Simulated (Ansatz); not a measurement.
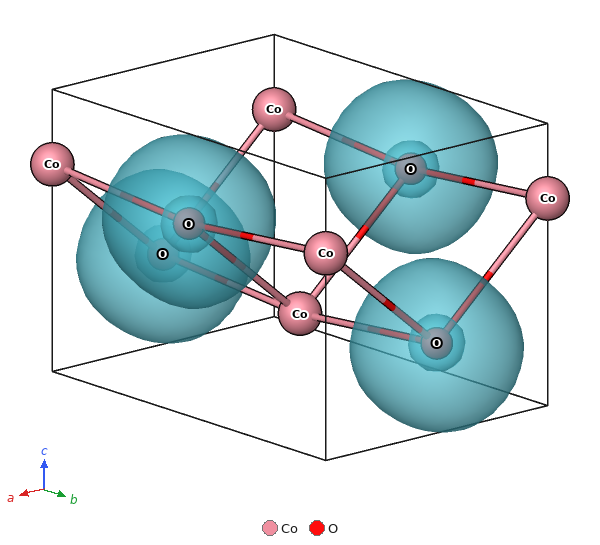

CoO. Isosurface of the electron localisation function at 0.6 (cyan), seen at an oblique angle. Core shells and regions of very low density are left out. Sticks mark near contacts.

Space group Pmmn; not relaxed (largest force 1.2 eV/Å); computed pressure about 6 GPa in this cell; spin-polarised.

Computed with DFT PBEsol, scalar-relativistic, plane waves, PAW in Ansatz.

Core electrons are frozen (PAW), and the valence fields are smoothed inside the atomic spheres.

Where are the electrons localised?

The ELF exceeds this value in two regions wrapped around O (the valence shell of each), counted in one cell of 4 atoms. Any copies at cell faces, edges or corners count once.

Values along the shortest contacts:
Co–O (1.92 Å): the ELF peaks at about 0.80 in the valence shell of O, 0.6 Å from its nucleus, and is about 0.15 at the midpoint (no shared electron pair shows on this line). Co–O (2.09 Å): the ELF peaks at about 0.80 in the valence shell of O, 0.6 Å from its nucleus, and is about 0.15 at the midpoint: no shared electron pair shows on this line.

Which magnetic arrangement did the calculation end in?

Parallel moments (a ferromagnetic arrangement) in this solution; site moments Co: +2.2 μB (×2) in one cell of 4 atoms, with smaller moments on other sites: O (up to +0.28 μB).
